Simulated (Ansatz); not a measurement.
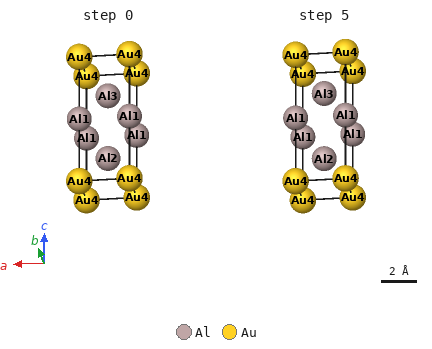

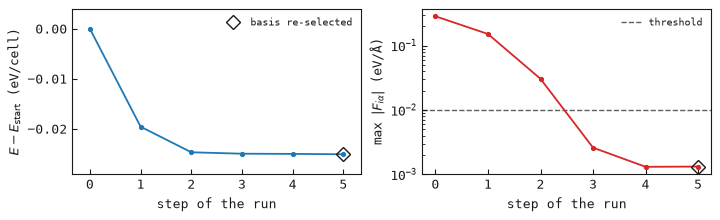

First and last geometry of a relaxation of solid Al$_{3}$Au (a generated structure, set up in P4/mmm), with the history of the run. The picture is a spheres-only view of the cell of the calculation, seen from a free direction.

Case: Cu → Au on all its sites, cell and atoms relaxed.

Theory: Ansatz 0.2.0, DFT r2SCAN, scalar-relativistic, plane waves, PAW.

The input:
```yaml
crystal:
  lattice:
    - [2.9034550629, 0.0, 0.0]
    - [0.0, 2.9034550629, 0.0]
    - [0.0, 0.0, 7.6792587976]
  atoms:
    - { symbol: Al, position: [0.0, 0.0, 0.5] }
    - { symbol: Al, position: [0.5, 0.5, 0.2476840544] }
    - { symbol: Al, position: [0.5, 0.5, 0.7523159456] }
    - { symbol: Au, position: [0.0, 0.0, 0.0] }
basis:
  ecutwfc: 500
kpoints:
  mp_grid: { grid: [14, 14, 6] }
hamiltonian:
  xc: r2scan
scf:
  occupations: { method: gaussian, width: 0.1 }
output:
  forces: true
  stress: true
  eigenvalues: true
relax:
  adjacent_minimum: "off"
  f_tol: 0.01
  max_steps: 60
  cell: { stress_tol: 0.1 }
```

Launched with:
```bash
ansatz run input.yaml --threads 2 --pin off --max-ram 5120MiB --backend cpu --events-out ev --progress --plain --runs-dir out
```

Question: What do the curves and the structures tell?

Answer: It converged. The largest moves relative to the cell, 0.042 Å, are those of Al2 and Al3. Al2 goes along −c. Au stays in place. The drawn cell changes as follows: a = b 2.903 → 2.883 Å (−0.7 %), c 7.679 → 7.819 Å (+1.8 %); the volume changes by +0.4 %. Near-neighbour distances that change, for instance: Al1–Al2 2.823 → 2.866 Å, Al1–Al1 2.903 → 2.883 Å, Au4–Au4 2.903 → 2.883 Å, Al2–Au4 2.799 → 2.783 Å. The space group stays P4/mmm (No. 123). Over 4 accepted moves (5 points after the start) the energy falls by 25.1 meV per cell of the calculation. Largest force component: 0.29 eV/Å at the start, 0.0013 eV/Å at the end. Pressure: −0.04 GPa at the start and 0.01 GPa at the end. At 1 point the geometry stayed and the basis and grid were re-selected for the new cell (energy shift of 0.1 meV per cell of the calculation at most each time).
